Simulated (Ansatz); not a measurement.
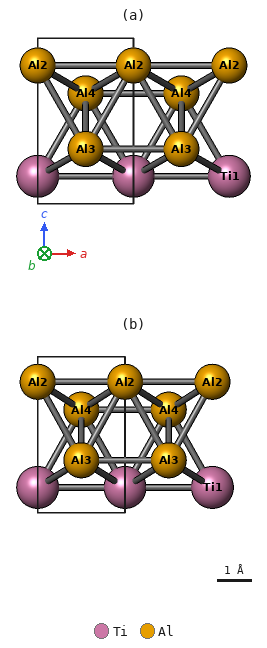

The structure of crystalline TiAl₃ (set up in Pmm2) before (top) and after (bottom) a relaxation, at one scale.

A ball-and-stick model of the cell of the calculation, repeated 2 × 1 × 1 with one cell outlined, seen along the b axis.

The run lets cell and atoms move.

Theory: Ansatz, Kohn-Sham DFT of a periodic cell, PBEsol, Ansatz PAW.

The input:
```yaml
crystal:
  lattice:
    - [2.839677, 0.0, 0.0]
    - [0.0, 4.681264, 0.0]
    - [0.0, 0.0, 4.900742]
  atoms:
    - { symbol: Ti, position: [0.0, 0.5, 0.165916] }
    - { symbol: Al, position: [0.0, 0.0, 0.8359] }
    - { symbol: Al, position: [0.5, 0.0, 0.330912] }
    - { symbol: Al, position: [0.5, 0.5, 0.667271] }
hamiltonian:
  xc: pbesol
  pseudopotentials: { kind: paw }
kpoints:
  mp_grid: { grid: [9, 6, 6] }
scf:
  occupations: { method: fermi_dirac, width: 0.05 }
output:
  forces: true
  stress: true
  eigenvalues: true
relax:
  f_tol: 0.01
  max_steps: 40
  cell: { stress_tol: 0.05, p_target: 30.0 }
```

Command:
```bash
ansatz run input.yaml --threads 2 --pin off --max-ram 5632MiB --backend cpu --events-out ev --progress --plain --runs-dir out
```

Q: What changed between the two?

A: The energy rises by 0.871 eV per cell of the calculation in 7 accepted moves (9 points after the start). With the target pressure of 30 GPa, the enthalpy E + pV changes by −1.530 eV per cell of the calculation. Largest force component: 0.049 eV/Å at the start, 0.00012 eV/Å at the end. Pressure: −2.41 GPa at the start and 30.00 GPa at the end. The SCF was repeated twice at an unchanged geometry on a basis and grid sized afresh for the cell, which shifted the energy by 1.5 meV per cell of the calculation at most. The largest move relative to the cell is that of Al4, 0.028 Å along −c. Largest moves by element: Al 0.028 Å, Ti 0.017 Å. Cell: a 2.840 → 2.589 Å (−8.8 %), b 4.681 → 4.375 Å (−6.5 %), c 4.901 → 4.619 Å (−5.7 %). Volume −19.7 %. Some distances before and after: Al2–Al2 2.840 → 2.589 Å, Ti1–Ti1 2.840 → 2.589 Å, Al3–Al4 2.863 → 2.653 Å, Ti1–Al2 2.845 → 2.646 Å. The space group stays Pmm2 (No. 25).
